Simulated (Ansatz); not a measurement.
## Geometry relaxation of Al₄As₄H (part 1 of 3)

The run: geometry relaxation of Al₄As₄H (slab, 9 atoms in the cell). Method and program: DFT PBEsol, scalar-relativistic, plane waves, PAW, spin-polarised (Ansatz 0.2.0).

The structure derives from an entry of the Crystallography Open Database. The input holds or restrains some coordinates. Forces given for the steps count only the free coordinates. It belongs to a series of runs on one base structure; here: H put at a top As site. Figures and captions count atoms from 1; the log counts them from 0 in places.

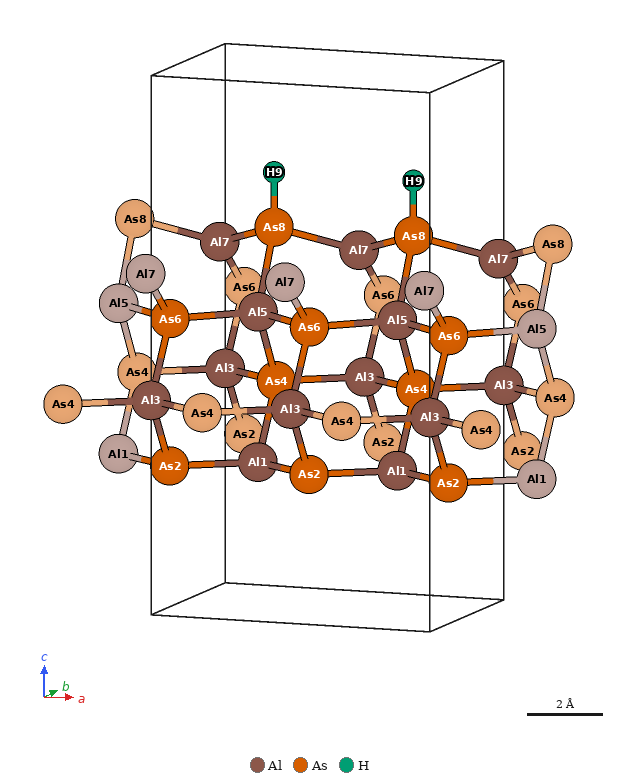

Figure 1. The structure as given in the input (ball-and-stick view of the 2 × 1 repeat of the cell, with the vacuum cut short, seen slightly off an axis; neighbours outside the cell are drawn fainter; atoms are numbered from 1 in the order of the input). An atom can appear more than once, as a periodic image.

## The input
```yaml
crystal:
  lattice:
    - [4.0125456554, 0.0, 0.0]
    - [0.0, 5.6745964856, 0.0]
    - [0.0, 0.0, 25.0188184832]
  atoms:
    - { symbol: Al, position: [0.5, 0.5, 0.3397442611] }
    - { symbol: As, position: [0.0, 0.25, 0.3397442611] }
    - { symbol: Al, position: [0.0, 0.0, 0.4199348117] }
    - { symbol: As, position: [0.5, 0.75, 0.4199348117] }
    - { symbol: Al, position: [0.5, 0.5024042782, 0.503742248] }
    - { symbol: As, position: [0.0, 0.2548787284, 0.5003932205] }
    - { symbol: Al, position: [0.0, -0.0743761791, 0.5609226284] }
    - { symbol: As, position: [0.5, 0.7192183209, 0.5886095299] }
    - { symbol: H, position: [0.5, 0.7192183209, 0.6485643995], spin: 1.0 }
basis:
  ecutwfc: 420
kpoints:
  mp_grid: { grid: [7, 5, 1] }
hamiltonian:
  xc: pbesol
scf:
  occupations: { method: gaussian, width: 0.05 }
output:
  forces: true
  eigenvalues: true
  populations: true
  write_density: true
  write_potential: true
  elf: true
  volumetric_format: npy
magnetization:
  spin_polarized: true
relax:
  adjacent_minimum: "off"
  f_tol: 0.03
  max_steps: 70
  constraints: [{ sites: [0, 1, 2, 3] }]
efield:
  axis: 3
  dipole_correction: true
  ramp_width: 0.04
```

Run on 2 threads of Intel Xeon (Granite Rapids), 144 GiB of memory available, shared host.

Run as:
```bash
ansatz run input.yaml --threads 2 --pin off --max-ram 5120MiB --backend cpu --events-out ev --progress --plain --runs-dir out
```

## What the program printed
```
Engine: ansatz 0.2.0, x86_64-unknown-linux-gnu
Pseudopotentials: kind: paw
Pseudopotential: Al, paw, valence charge 3, recommended cutoff 420 eV (normal), Al.paw.azcp
Pseudopotential: As, paw, valence charge 15, recommended cutoff 420 eV (normal), As.paw.azcp
Pseudopotential: H, paw, valence charge 1, recommended cutoff 420 eV (normal), H.paw.azcp
Functional definition: PBEsol
  exchange = pbesol_x
  correlation = pbesol_c
Crystal: 9 atoms, lattice volume = 569.668 Å³
Basis set: ecut = 420 eV, 11205 PW (Γ), exchange–correlation on 54×80×360 points (8 copies of the dense FFT grid, shifted against one another)
Bands: 46, of which v1, the nominal top of the filled ones, is band 37 counted from 1 (36 counted from 0)
Symmetry: 2 space group operations
k-points: 12 of 35 (time reversal used)
Non-local potential: Al, projectors of the file, l = 0: 2, l = 1: 2, l = 2: 1
Non-local potential: As, projectors of the file, l = 0: 2, l = 1: 2, l = 2: 3, l = 3: 1
Non-local potential: H, projectors of the file, l = 0: 2, l = 1: 1
PAW form: soft (Blöchl's): semilocal exchange-correlation on the pseudo side does not see the compensation charge
PAW frozen core: Al, regenerated for the run's functional, and the local potential with it (the file was generated under x = pbe(κ = 0.804, μ = 0.2195149727645171), c = pbe(β = 0.06672455060314922))
PAW frozen core: As, regenerated for the run's functional, and the local potential with it (the file was generated under x = pbe(κ = 0.804, μ = 0.2195149727645171), c = pbe(β = 0.06672455060314922))
PAW one-centre angular grid: Al, 110 points (default); XC on 64 Gauss nodes
PAW one-centre angular grid: As, 590 points (default); XC on 64 Gauss nodes
PAW one-centre angular grid: H, 110 points (default); XC on 64 Gauss nodes
Initial density: superposition of atomic densities (neutral atoms: chi_scale 0, normalization atom)
Starting moments: Σ|m| = 1 μB on 1 of 9 sites
Initial wavefunctions: pseudopotential atomic-orbital guess
Functional: x = pbesol(κ = 0.804, μ = 0.12345679012345678), c = pbesol(β = 0.046)
SCF iter   1: F=—  HF=-21366.371623 eV  |F-HF|=—  |Δ(HF+E_count)|=         —  Δρ=1.42e-2 (↑1.21e-2 ↓1.42e-2)  dr2=6.83e0  dr2_m=1.98e-1  M=0.592 μB ∫|m|=0.715 μB  β_m=0.30  ethr=3.10e-3  p=-0.000 e·Å  D=-9.60e-8 V/Å  ΔV_dip=0.00 eV  dr2_dipole=3.68e-1  V_vac-E_F(+/−)=5.22/5.22 eV  ⟨swp⟩=9.8  Hψ=5123  notcnv=0  defer=3
efield: sawtooth ramp at fractional position 0.9742 (placed from the atoms, in the widest stretch of the axis that holds none; the zero of the levels goes with the place), width 0.0400; the density the first Hamiltonian is built on has a dipole p = -0.000 e·Å; the dipole correction subtracts the counter field D = -9.60e-8 V/Å, which shifts the + side's vacuum level by +0.00 eV against the − side's; the planar-averaged density in the ramp window peaks in size at 5.2e-7 e/Å³
preconditioner: auto → LDOS  [metal: Δε(μ)=0.036 eV  Ē_g=8.477 eV  σ=0.050 eV  W_gap=0.38  n_scr=70 (ndim 8)  ℏωp=8.9 eV  f_vac=0.593  D(μ)=3.25/eV (n_scr^D=8)]
spin=Collinear: LDOS preconditioning applied to the charge; magnetization (m = ρ↑ − ρ↓) channel mixes plain (no charge-response kernel on spin).
SCF iter   2: F=—  HF=-21365.665847 eV  |F-HF|=—  |Δ(HF+E_count)|=   7.06e-1  Δρ=1.06e-2 (↑8.42e-3 ↓1.06e-2)  dr2=3.21e0  dr2_m=1.31e-1  M=0.540 μB ∫|m|=0.627 μB  β_m=0.30  ethr=3.10e-3  p=0.060 e·Å  D=1.90e-2 V/Å  ΔV_dip=-0.48 eV  dr2_dipole=8.10e-2  V_vac-E_F(+/−)=4.54/5.02 eV  ⟨swp⟩=2.7  Hψ=1645  notcnv=0  defer=80  κ⁻¹=1.0e0(r=1)
SCF iter   3: F=—  HF=-21365.016626 eV  |F-HF|=—  |Δ(HF+E_count)|=   6.49e-1  Δρ=5.56e-3 (↑3.94e-3 ↓5.56e-3)  dr2=4.73e-1  dr2_m=8.44e-2  M=0.457 μB ∫|m|=0.530 μB  β_m=0.30  ethr=3.10e-3  p=0.157 e·Å  D=4.99e-2 V/Å  ΔV_dip=-1.25 eV  dr2_dipole=6.01e-2  V_vac-E_F(+/−)=3.34/4.59 eV  ⟨swp⟩=3.9  Hψ=1777  notcnv=0  defer=80  κ⁻¹=6.3e-3(r=2)
SCF iter   4: F=—  HF=-21365.044693 eV  |F-HF|=—  |Δ(HF+E_count)|=   2.81e-2  Δρ=4.21e-3 (↑2.78e-3 ↓4.21e-3)  dr2=1.42e-1  dr2_m=5.24e-2  M=0.456 μB ∫|m|=0.515 μB  β_m=0.30  ethr=6.48e-4  p=0.142 e·Å  D=4.51e-2 V/Å  ΔV_dip=-1.13 eV  dr2_dipole=4.44e-4  V_vac-E_F(+/−)=3.26/4.39 eV  ⟨swp⟩=3.2  Hψ=1691  notcnv=0  defer=79  κ⁻¹=3.3e-3(r=3)
SCF iter   5: F=—  HF=-21365.059422 eV  |F-HF|=—  |Δ(HF+E_count)|=   1.47e-2  Δρ=2.99e-3 (↑2.18e-3 ↓2.99e-3)  dr2=2.80e-2  dr2_m=3.22e-2  M=0.437 μB ∫|m|=0.487 μB  β_m=0.30  ethr=1.95e-4  p=0.163 e·Å  D=5.19e-2 V/Å  ΔV_dip=-1.30 eV  dr2_dipole=2.54e-3  V_vac-E_F(+/−)=2.97/4.27 eV  ⟨swp⟩=3.9  Hψ=1639  notcnv=0  defer=80  κ⁻¹=9.1e-4(r=4)
SCF iter   6: F=—  HF=-21365.083329 eV  |F-HF|=—  |Δ(HF+E_count)|=   2.39e-2  Δρ=2.28e-3 (↑1.68e-3 ↓2.28e-3)  dr2=7.07e-3  dr2_m=1.99e-2  M=0.433 μB ∫|m|=0.475 μB  β_m=0.30  ethr=3.83e-5  p=0.168 e·Å  D=5.34e-2 V/Å  ΔV_dip=-1.34 eV  dr2_dipole=4.47e-4  V_vac-E_F(+/−)=2.97/4.31 eV  ⟨swp⟩=2.0  Hψ=1567  notcnv=0  defer=79  κ⁻¹=1.9e-4(r=5)
SCF iter   7: F=—  HF=-21365.097955 eV  |F-HF|=—  |Δ(HF+E_count)|=   1.46e-2  Δρ=1.74e-3 (↑1.36e-3 ↓1.74e-3)  dr2=3.78e-3  dr2_m=1.23e-2  M=0.431 μB ∫|m|=0.467 μB  β_m=1.20  ethr=9.68e-6  p=0.169 e·Å  D=5.37e-2 V/Å  ΔV_dip=-1.34 eV  dr2_dipole=9.36e-9  V_vac-E_F(+/−)=2.97/4.31 eV  ⟨swp⟩=2.0  Hψ=1442  notcnv=0  defer=79
Mixer restart at iter 7: flushing history
spin-set hold released at iteration 7 (site moments contracting): the magnetisation degrees of freedom join the quasi-Newton model from the next iteration; the mixer history was flushed
SCF iter   8: F=—  HF=-21365.119510 eV  |F-HF|=—  |Δ(HF+E_count)|=   2.16e-2  Δρ=4.74e-4 (↑2.26e-4 ↓4.74e-4)  dr2=3.76e-3  dr2_m=3.44e-4  M=0.430 μB ∫|m|=0.448 μB  β_m=0.33  ethr=5.18e-6  p=0.169 e·Å  D=5.37e-2 V/Å  ΔV_dip=-1.34 eV  dr2_dipole=1.02e-5  V_vac-E_F(+/−)=2.98/4.33 eV  ⟨swp⟩=3.1  Hψ=1925  notcnv=0  defer=78
density mixer auto → msr1: a metal under ldos (density of states about μ 0.58 of a free-electron gas's, 70 screened modes)
SCF iter   9: F=—  HF=-21365.120638 eV  |F-HF|=—  |Δ(HF+E_count)|=   1.13e-3  Δρ=2.89e-4 (↑2.43e-4 ↓2.89e-4)  dr2=2.64e-3  dr2_m=1.13e-4  M=0.429 μB ∫|m|=0.445 μB  β_m=0.66  ethr=5.15e-6  p=0.169 e·Å  D=5.38e-2 V/Å  ΔV_dip=-1.35 eV  dr2_dipole=9.15e-9  V_vac-E_F(+/−)=2.99/4.34 eV  ⟨swp⟩=2.0  Hψ=1412  notcnv=0  defer=78
SCF iter  10: F=—  HF=-21365.121431 eV  |F-HF|=—  |Δ(HF+E_count)|=   7.94e-4  Δρ=1.02e-4 (↑1.01e-4 ↓1.02e-4)  dr2=5.45e-4  dr2_m=2.45e-6  M=0.430 μB ∫|m|=0.443 μB  β_m=0.83  ethr=3.62e-6  p=0.169 e·Å  D=5.37e-2 V/Å  ΔV_dip=-1.34 eV  dr2_dipole=2.38e-6  V_vac-E_F(+/−)=3.01/4.35 eV  ⟨swp⟩=2.2  Hψ=1426  notcnv=0  defer=78
SCF iter  11: F=—  HF=-21365.121409 eV  |F-HF|=—  |Δ(HF+E_count)|=   2.27e-5  Δρ=3.54e-5 (↑3.54e-5 ↓2.58e-5)  dr2=4.88e-5  dr2_m=1.48e-6  M=0.430 μB ∫|m|=0.443 μB  β_m=0.86  ethr=7.46e-7  p=0.168 e·Å  D=5.34e-2 V/Å  ΔV_dip=-1.33 eV  dr2_dipole=7.27e-6  V_vac-E_F(+/−)=3.02/4.36 eV  ⟨swp⟩=2.1  Hψ=1407  notcnv=0  defer=78
SCF iter  12: F=—  HF=-21365.121411 eV  |F-HF|=—  |Δ(HF+E_count)|=   2.58e-6  Δρ=1.08e-5 (↑9.48e-6 ↓1.08e-5)  dr2=3.63e-6  dr2_m=2.42e-7  M=0.430 μB ∫|m|=0.443 μB  β_m=0.81  ethr=3.08e-8  p=0.167 e·Å  D=5.31e-2 V/Å  ΔV_dip=-1.33 eV  dr2_dipole=9.05e-9  V_vac-E_F(+/−)=3.03/4.36 eV  ⟨swp⟩=26.5  Hψ=11954  notcnv=0
SCF iter  13: F=—  HF=-21365.121412 eV  |F-HF|=—  |Δ(HF+E_count)|=   5.14e-7  Δρ=4.57e-6 (↑4.04e-6 ↓4.57e-6)  dr2=8.88e-7  dr2_m=5.15e-8  M=0.430 μB ∫|m|=0.443 μB  β_m=0.83  ethr=4.98e-9  p=0.167 e·Å  D=5.31e-2 V/Å  ΔV_dip=-1.33 eV  dr2_dipole=2.84e-7  V_vac-E_F(+/−)=3.03/4.36 eV  ⟨swp⟩=13.2  Hψ=9440  notcnv=0
SCF iter  14: F=-21365.121412 eV  HF=-21365.121412 eV  |F-HF|=3.60e-7  |Δ(HF+E_count)|=   5.38e-7  Δρ=2.27e-6 (↑2.27e-6 ↓2.02e-6)  dr2=4.15e-7  dr2_m=1.06e-8  M=0.430 μB ∫|m|=0.443 μB  ethr=1.22e-9  p=0.167 e·Å  D=5.30e-2 V/Å  ΔV_dip=-1.33 eV  dr2_dipole=1.54e-7  V_vac-E_F(+/−)=3.03/4.36 eV  ⟨swp⟩=14.2  Hψ=7912  notcnv=0
SCF 1 converged in 14 iterations: F = -21365.121412 eV  dr2 = 4.15e-7
  greatest PAW one-centre occupation: 0.999 electrons in one spin orbital (limit 2), on the As atom at site 7 (counted from 0), in its partial waves of l = 2
relax step   1: F+E_penalty+E_count = -21365.12141196 eV  Δ(F+E_penalty+E_count) = +0.000e0 eV  max|allowed force component| = 7.690e-1 eV/Å  Δτ_max = 0.0000 Å  (14 SCF iters, dr2 threshold 2.25e-5 eV, accepted)
Initial density: handed on by an earlier stage of this run
Starting moments: Σ|m| = 1 μB on 1 of 9 sites; this step starts from the density that it was given
Initial wavefunctions: those handed on with the density
iter 1 solved again at ethr=7.18e-5 eV; its pass at ethr=3.10e-3 eV (dr2=5.24e-2 eV) is discarded
SCF iter   1: F=—  HF=-21365.157150 eV  |F-HF|=—  |Δ(HF+E_count)|=         —  Δρ=4.15e-3 (↑2.33e-3 ↓4.15e-3)  dr2=5.73e-2  dr2_m=4.60e-2  M=0.465 μB ∫|m|=0.519 μB  β_m=1.20  ethr=7.18e-5  p=0.167 e·Å  D=5.30e-2 V/Å  ΔV_dip=-1.33 eV  dr2_dipole=1.05e-2  V_vac-E_F(+/−)=3.11/4.43 eV  ⟨swp⟩=1.7  Hψ=4040  notcnv=0  defer=79
efield: sawtooth ramp at fractional position 0.9742 (handed on by an earlier solve), width 0.0400; the density the first Hamiltonian is built on has a dipole p = 0.167 e·Å; the dipole correction subtracts the counter field D = 5.30e-2 V/Å, which shifts the + side's vacuum level by -1.33 eV against the − side's; the planar-averaged density in the ramp window peaks in size at 5.1e-7 e/Å³
preconditioner: auto → LDOS  [metal: Δε(μ)=0.041 eV  Ē_g=7.921 eV  σ=0.050 eV  W_gap=0.42  n_scr=70 (ndim 8)  ℏωp=8.9 eV  f_vac=0.611  D(μ)=3.69/eV (n_scr^D=8)]
spin=Collinear: LDOS preconditioning applied to the charge; magnetization (m = ρ↑ − ρ↓) channel mixes plain (no charge-response kernel on spin).
SCF iter   2: F=—  HF=-21365.268220 eV  |F-HF|=—  |Δ(HF+E_count)|=   1.11e-1  Δρ=1.22e-3 (↑1.08e-3 ↓1.22e-3)  dr2=3.45e-2  dr2_m=4.63e-4  M=0.452 μB ∫|m|=0.471 μB  β_m=0.32  ethr=7.18e-5  p=0.163 e·Å  D=5.18e-2 V/Å  ΔV_dip=-1.30 eV  dr2_dipole=9.15e-3  V_vac-E_F(+/−)=3.14/4.43 eV  ⟨swp⟩=3.0  Hψ=1801  notcnv=0  defer=79
density mixer auto → msr1: a metal under ldos (density of states about μ 0.55 of a free-electron gas's, 70 screened modes)
SCF iter   3: F=—  HF=-21365.265324 eV  |F-HF|=—  |Δ(HF+E_count)|=   2.90e-3  Δρ=8.89e-4 (↑8.89e-4 ↓7.45e-4)  dr2=1.90e-2  dr2_m=7.84e-4  M=0.450 μB ∫|m|=0.466 μB  β_m=0.64  ethr=4.73e-5  p=0.159 e·Å  D=5.05e-2 V/Å  ΔV_dip=-1.26 eV  dr2_dipole=6.22e-3  V_vac-E_F(+/−)=3.16/4.42 eV  ⟨swp⟩=1.5  Hψ=1161  notcnv=0  defer=79
SCF iter   4: F=—  HF=-21365.264961 eV  |F-HF|=—  |Δ(HF+E_count)|=   3.62e-4  Δρ=1.98e-4 (↑1.39e-4 ↓1.98e-4)  dr2=1.93e-3  dr2_m=2.27e-5  M=0.447 μB ∫|m|=0.460 μB  β_m=0.74  ethr=2.60e-5  p=0.148 e·Å  D=4.71e-2 V/Å  ΔV_dip=-1.18 eV  dr2_dipole=6.45e-4  V_vac-E_F(+/−)=3.22/4.40 eV  ⟨swp⟩=2.0  Hψ=1452  notcnv=0  defer=79
SCF iter   5: F=—  HF=-21365.264857 eV  |F-HF|=—  |Δ(HF+E_count)|=   1.05e-4  Δρ=7.35e-5 (↑6.97e-5 ↓7.35e-5)  dr2=4.09e-4  dr2_m=1.48e-6  M=0.446 μB ∫|m|=0.458 μB  β_m=0.74  ethr=2.65e-6  p=0.145 e·Å  D=4.61e-2 V/Å  ΔV_dip=-1.15 eV  dr2_dipole=8.99e-5  V_vac-E_F(+/−)=3.25/4.40 eV  ⟨swp⟩=1.8  Hψ=1260  notcnv=0  defer=79
SCF iter   6: F=—  HF=-21365.264826 eV  |F-HF|=—  |Δ(HF+E_count)|=   3.08e-5  Δρ=3.65e-5 (↑3.65e-5 ↓2.51e-5)  dr2=6.06e-5  dr2_m=7.88e-7  M=0.446 μB ∫|m|=0.458 μB  β_m=0.78  ethr=5.60e-7  p=0.143 e·Å  D=4.56e-2 V/Å  ΔV_dip=-1.14 eV  dr2_dipole=4.95e-7  V_vac-E_F(+/−)=3.26/4.40 eV  ⟨swp⟩=2.0  Hψ=1414  notcnv=0  defer=79
iter 7 did not close the SCF: its close was put off for a magnetic moment that had not settled (scf_convergence_deferred on its scf_iter line)
SCF iter   7: F=-21365.264823 eV  HF=-21365.264835 eV  |F-HF|=1.22e-5  |Δ(HF+E_count)|=   9.02e-6  Δρ=1.84e-5 (↑1.84e-5 ↓1.24e-5)  dr2=1.79e-5  dr2_m=1.57e-7  M=0.446 μB ∫|m|=0.458 μB  β_m=0.79  ethr=5.06e-8  p=0.143 e·Å  D=4.55e-2 V/Å  ΔV_dip=-1.14 eV  dr2_dipole=9.31e-9  V_vac-E_F(+/−)=3.26/4.40 eV  ⟨swp⟩=21.0  Hψ=10818  notcnv=0
SCF iter   8: F=-21365.264830 eV  HF=-21365.264834 eV  |F-HF|=3.29e-6  |Δ(HF+E_count)|=   1.31e-6  Δρ=6.74e-6 (↑6.67e-6 ↓6.74e-6)  dr2=4.54e-6  dr2_m=6.98e-9  M=0.446 μB ∫|m|=0.458 μB  ethr=2.45e-8  p=0.143 e·Å  D=4.54e-2 V/Å  ΔV_dip=-1.14 eV  dr2_dipole=1.75e-7  V_vac-E_F(+/−)=3.27/4.40 eV  ⟨swp⟩=12.7  Hψ=8515  notcnv=0
SCF 2 converged in 8 iterations: F = -21365.264830 eV  dr2 = 4.54e-6
```
